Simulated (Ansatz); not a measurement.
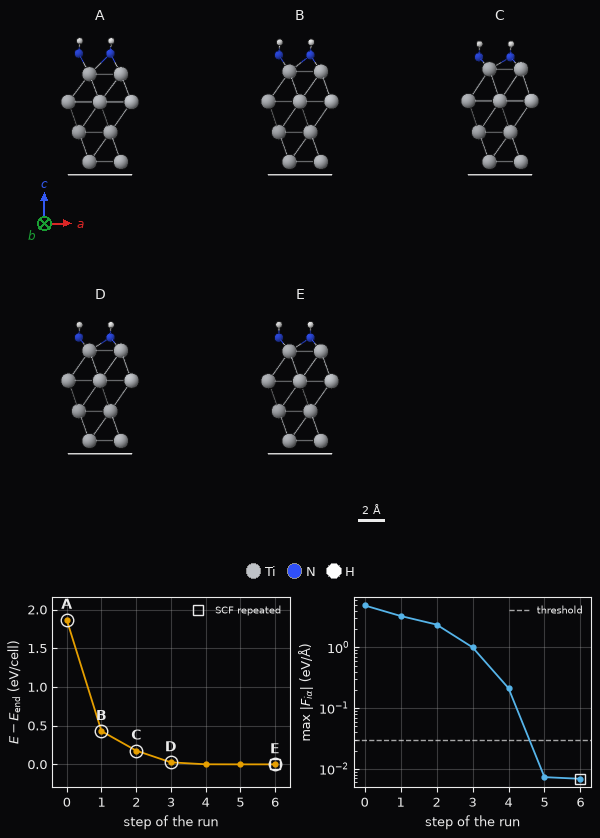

Frames of a constrained relaxation of a slab of composition Ti₄HN (cut from the Fm-3m phase), marked on the history of the run. A ball-and-stick model of the 2 × 2 repeat of the cell, outlined in the plane, without the vacuum, seen along the b axis.

Case: NH put at a hollow Ti-Ti-Ti site. The slab is the (1 1 1) face of Ti with NH on it. 2 atoms are held fixed.

The calculation used DFT PBEsol, scalar-relativistic, plane waves, PAW in Ansatz 0.2.0. Settings: plane-wave cutoff 420 eV; k-point mesh 12 × 12 × 1; occupations gaussian; smearing width 0.1 eV; no spin polarisation; dipole correction; atoms relaxed in a fixed cell; force threshold 0.03 eV/Å; at most 70 steps.

What happens along the run?

Answer. The H atom moves most: 0.42 Å at 26° to the normal (−c side). By element the largest moves are H 0.42 Å, N 0.40 Å, Ti 0.15 Å. The cell stays as it was. Some distances before and after: N–Ti 2.316 → 1.972 Å, Ti–Ti 2.744 → 2.875 Å, Ti–Ti 2.899 → 2.883 Å, H–N 1.020 → 1.026 Å. Bond angles that change, for instance: Ti–N–H 141.0° → 123.1°, Ti–N–Ti 76.5° → 93.3°, Ti–N–H 137.1° → 123.0°. Over 5 accepted moves (6 points after the start) the energy falls by 1.868 eV per cell of the calculation. The largest force component goes from 4.9 to 0.0069 eV/Å. 1 step only repeated the SCF at the same geometry. Cost: 3.2 min on 2 threads of Arm Neoverse V1, with other jobs on the host, peak memory 0.67 GiB. From step 0 to 1: a Ti atom moves most (0.20 Å), energy −1.438 eV per cell of the calculation. From step 1 to 2: a Ti atom moves most (0.20 Å), energy −0.252 eV per cell of the calculation. From step 2 to 3: a Ti atom moves most (0.20 Å), energy −0.151 eV per cell of the calculation. From step 3 to 6: the H atom moves most (0.11 Å), energy −25.9 meV per cell of the calculation.

```tsv
step	E − E(0), meV/atom	largest force component, eV/Å	note
0	0.00	4.9041	
1	-239.69	3.2879	
2	-281.73	2.3737	
3	-306.94	1.0020	
4	-311.12	0.2130	
5	-311.26	0.0073	
6	-311.26	0.0069	same geometry, SCF repeated
```

Limits of the set-up: the periodic images lie only 2.9 Å apart, so the values are limited by the cell's size.
